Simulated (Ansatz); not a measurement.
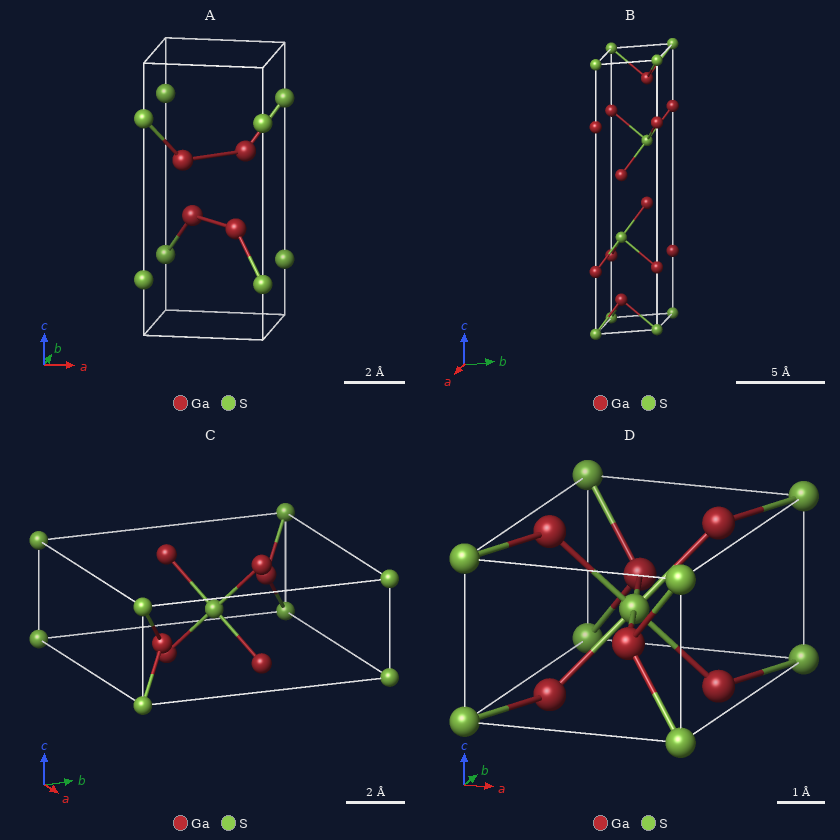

Four structures of Ga2S, each relaxed to rest (conventional cells in solid outline, small ones repeated, each panel with its own scale). Method: Ansatz 0.2.0, DFT PBE, scalar-relativistic, plane waves, PAW, without spin polarisation.

Name the structure in each panel.

Answer. A: 6 atoms a cell on a primitive tetragonal lattice, P-42m; B: 9 atoms a cell on a rhombohedral (trigonal R) lattice, R-3m; C: 6 atoms a cell on a primitive tetragonal lattice, P4_2/mnm; D: 6 atoms a cell on a primitive orthorhombic lattice, Pnnm.

Rank them by energy, lowest first.

Answer. B, then D (+139 meV/atom), A (+154 meV/atom) and C (+236 meV/atom), energies at zero smearing.

Collect the results in a table.

Answer.
| panel | structure | E − E(lowest) (meV/atom) | volume (Å³/atom) | gap (eV) |
| --- | --- | --- | --- | --- |
| B | R-3m | 0 | 20.1 | metal |
| D | Pnnm | 139 | 22.5 | metal |
| A | P-42m | 154 | 26.2 | metal |
| C | P4_2/mnm | 236 | 51.8 | 1.17 |

Some of these may be structure types tried for this composition rather than known phases, and the most stable form need not be among them. Gaps are taken on the k-mesh or band path of each run.
